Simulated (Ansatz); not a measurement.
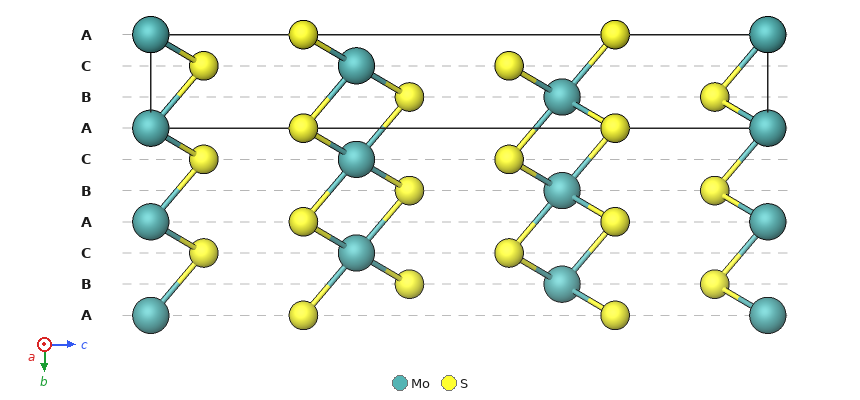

The picture looks along a close-packed row of the hexagonal mesh; c points to the right. The dashed lines mark the three columns A (0, 0), B (1/3, 2/3) and C (2/3, 1/3). The sequence starts with the first layer at or above the cell's origin.

MoS2: the input geometry of an electronic-structure calculation (not necessarily at equilibrium); the starting structure was generated, so it need not be a known form of this composition.

Give the sequence of layers in one repeat, with element and column.

Mo(A) – S(C) – S(A) – Mo(C) – S(B) – S(C) – Mo(B) – S(A) – S(B) (nine layers in 18.23 Å).

How are the S layers alone stacked?

S layers alone: CABCAB, the cubic close-packed type.

Which positions between or in the S layers do the other atoms fill?

Mo: three octahedral sites in each hexagonal cell. Three of the six gaps between S layers are empty, 2.94 Å wide.

What short polytype symbol fits?

Polytype symbol 3R, the symbol of a layered MX2 polytype (number of slabs in the repeat and lattice).
